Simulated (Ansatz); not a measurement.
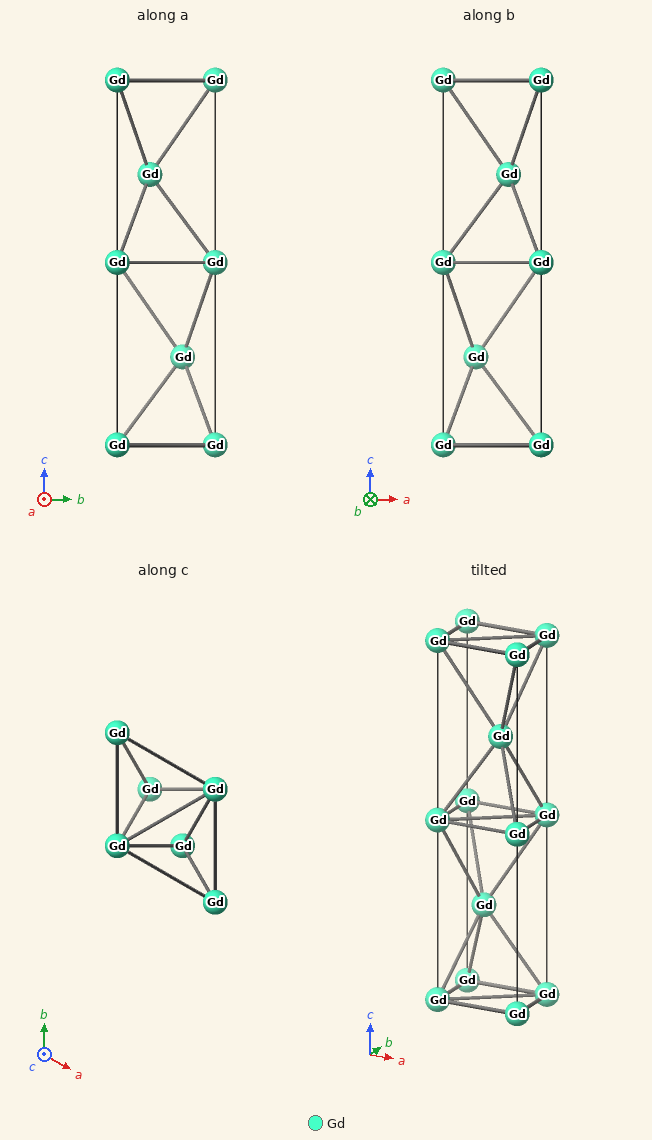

The figure gives a ball-and-stick picture of the atoms, viewed along the a axis, along the b axis, along the c axis and slightly off an axis. One conventional unit cell is outlined, and atoms on its boundary appear in each equivalent place.

Lattice parameters: a = 3.6617 Å, b = 3.6617 Å, c = 11.8172 Å, α = 90.000°, β = 90.000°, γ = 120.000°.

Q: Write the structure as a CIF with its space group and independent sites, with free fractional coordinates to two decimals.

A:
```cif
data_structure
_symmetry_space_group_name_H-M 'P 63 m c'
_symmetry_Int_Tables_number 186
_cell_length_a 3.6617
_cell_length_b 3.6617
_cell_length_c 11.8172
_cell_angle_alpha 90.000
_cell_angle_beta 90.000
_cell_angle_gamma 120.000
_cell_volume 137.22
loop_
_atom_site_label
_atom_site_type_symbol
_atom_site_symmetry_multiplicity
_atom_site_Wyckoff_symbol
_atom_site_fract_x
_atom_site_fract_y
_atom_site_fract_z
_atom_site_occupancy
Gd1 Gd 2 a 0.00 0.00 0.00 1
Gd2 Gd 2 b 0.3333 0.6667 0.25 1
```

The structure comes from a structure type filled with this element by a generator (whether the element takes this form wasn't checked). It was relaxed at fixed volume with Ansatz, DFT r2SCAN, scalar-relativistic, plane waves, PAW.
